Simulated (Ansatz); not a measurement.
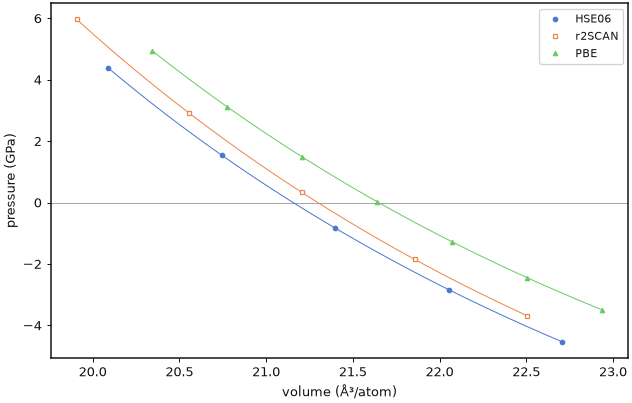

The figure shows the pressure against volume, with one curve for each functional, for BaO (space group Fm-3m).

Computed with Ansatz 0.2.0 development build: equation of state of a cubic crystal from periodic Kohn-Sham density functional theory without spin, third-order Birch-Murnaghan fit to the free energies; pressure corrected for the finite basis.

```tsv
setting	value
structure type	rock salt
atoms in cell	2
space group number	225
lattice centring	face-centred primitive
occupation method	Fermi–Dirac
datasets	soft-1 PAW
density tolerance	1e-07 eV
bands	12
density cutoff ratio	4
search for lower states	default
```

Settings that differ: HSE06: wave cutoff 420 eV, k mesh 4×4×4, exchange singularity Wigner-Seitz, occupation width 0.05 eV; r2SCAN: wave cutoff 500 eV, k mesh 11×11×11, occupation width 0.1 eV; PBE: wave cutoff 420 eV, k mesh 17×17×17, occupation width 0.0612 eV.

Q: Order the curves by fitted equilibrium volume, smallest first.

A: HSE06 21.16, r2SCAN 21.30, PBE 21.65 Å³/atom.

Q: Order the curves by fitted bulk modulus, smallest first.

A: PBE 68.9, HSE06 74.6, r2SCAN 75.8 GPa.

Q: For HSE06: what does the pressure do across the range?

A: It falls from 4.391 GPa at volume 20.09 Å³/atom to −4.536 GPa at 22.71 Å³/atom, and changes sign near 21.17 Å³/atom.

Note: modest k-mesh, values are not fully converged in k (HSE06).
